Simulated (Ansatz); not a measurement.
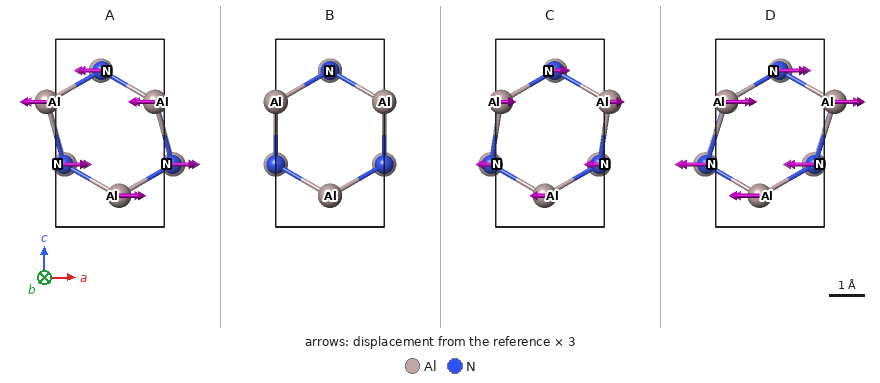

A crystal of AlN (P6_3mc): a normal mode of wave vector (0, 1/2, 0) of the primitive cell, folded into a doubled cell, is frozen in with the cell fixed, the amplitude being the largest displacement of an atom. A ball-and-stick model of the cell of the calculation, seen along the b axis. Purple arrows: displacements from the reference.

These are results of DFT PBE, scalar-relativistic, plane waves, PAW (Ansatz 0.2.0), not measurements. Set-up: plane-wave cutoff 420 eV; k-point mesh 8 × 6 × 4; occupations gaussian; smearing width 0.05 eV; no spin polarisation. Energies (free energies at the smearing named) are counted from the relaxed crystal.

Rank the frames from lowest to highest energy.

Answer. Lowest first: B (the amplitude 0.00 Å, 0 meV/cell), C (the amplitude −0.15 Å, 318 meV/cell), A (the amplitude 0.2625 Å, 970 meV/cell), D (the amplitude −0.30 Å, 1261 meV/cell). Over the whole scan: the harmonic wavenumber of the mode is 224 cm⁻¹, a stable vibration. The lowest computed point lies at the amplitude 0.00 Å (0 meV/cell). The end points stand at 1261 meV/cell (−0.30 Å) and 1261 meV/cell (0.30 Å). The well is symmetric. At the highest point the shortest interatomic distance is 1.88 Å, against 1.90 Å in the reference. The distortion takes the space group from P6_3mc to Pna2_1.
